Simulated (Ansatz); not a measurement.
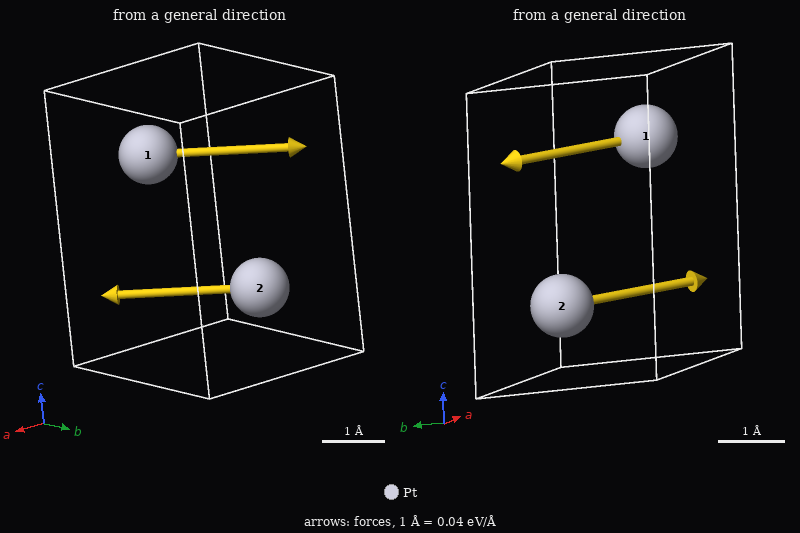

The crystal in a spheres-only representation, seen from two general directions. Atoms at the boundary of the cell (the run's own, in a reduced setting) (the box) are drawn once for each face, edge or corner they touch. The arrows are the computed forces on the atoms.

System: Pt. Setup: DFT PBEsol, scalar-relativistic, plane waves, PAW (Ansatz); a 420 eV plane-wave basis, k-points about 0.15 Å⁻¹ apart, Gaussian smearing of 0.15 eV, no spin polarisation.

### Is the structure at rest?

No. The atoms still feel forces of up to about 0.086 eV/Å, above a usual threshold of 0.01 to 0.03 eV/Å.

### Which atom is furthest from force balance?

Pt1 and Pt2, about 0.086 eV/Å.

It goes back to a structure listed in the Materials Project. The cell was then strained or its atoms displaced on purpose. It went into a calculation with Ansatz.
